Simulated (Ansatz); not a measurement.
System: interstitial (added N) in BN.

Structure:
```xyz
4
Lattice="2.5122 0.0000 0.0000 -1.2561 2.1756 0.0000 0.0000 0.0000 8.3432" Properties=species:S:1:pos:R:3 pbc="T T T"
B     0.0000    1.4504    2.0858
B     1.2561    0.7252    6.2574
N     0.0000    1.4504    6.2574
N     1.2561    0.7252    2.0858
```

Computed with Ansatz 0.2.0: charge states of a point defect in a periodic supercell, each relaxed, energies over the elements' standard states with the Fermi level at the host's valence band top, point-charge and potential alignment terms added, no band filling term, levels over that top; plane waves with PAW datasets; energies extrapolated to zero smearing. Level: PBE, allowed.

- host atoms in supercell: 48
- wave cutoff: 420 eV
- k mesh: 2×2×2
- occupations: Gaussian
- smearing width: 0.01 eV
- k shift: (0, 0, 0) (mesh steps)
- start displacement: 0 Å
- defect kind: interstitial
- removed element: none
- added element: N
- defect place: (0, 0, 0) (fraction of the host cell vector)
- host gap: 4.399 eV
- static dielectric xx yy zz: (5.47, 5.47, 2.14)

Predict the formation energy of each charge state against the Fermi level.

The stable charge changes at 4.08 eV (0/−2) above the valence band top. The lowest state is 0 at the valence band top, 0 at mid-gap and −2 at the conduction band bottom, 4.40 eV higher. Charge −1 is never the lowest although its neighbours on both sides are, a negative-U behaviour. With the Fermi level at mid-gap the formation energy is 5.6 eV against the elements' standard states.

```json
{"charge": "0", "formation energy with the Fermi level at the valence band top (eV)": "5.61"}
{"charge": "-1", "formation energy with the Fermi level at the valence band top (eV)": "10.04"}
{"charge": "-2", "formation energy with the Fermi level at the valence band top (eV)": "13.77"}
```

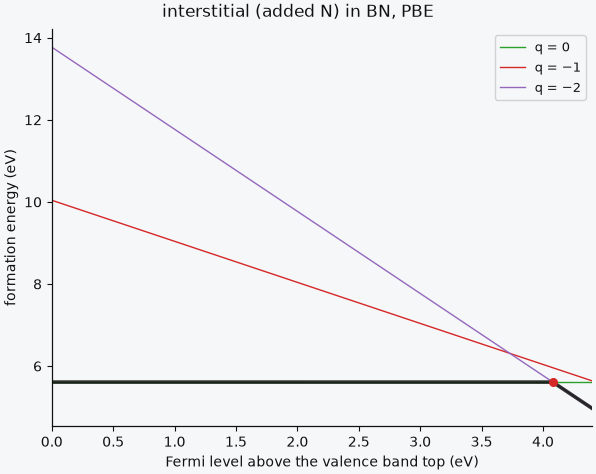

The thick line follows the lowest charge state; the axis spans the host's computed gap.

Note: a crossing between the sampled k points may be missed; charged cell in a neutralising background; coarse k mesh; narrow smearing for a metal; potential alignment in doubt; small supercell; symmetry that the supercell leaves at the site kept.
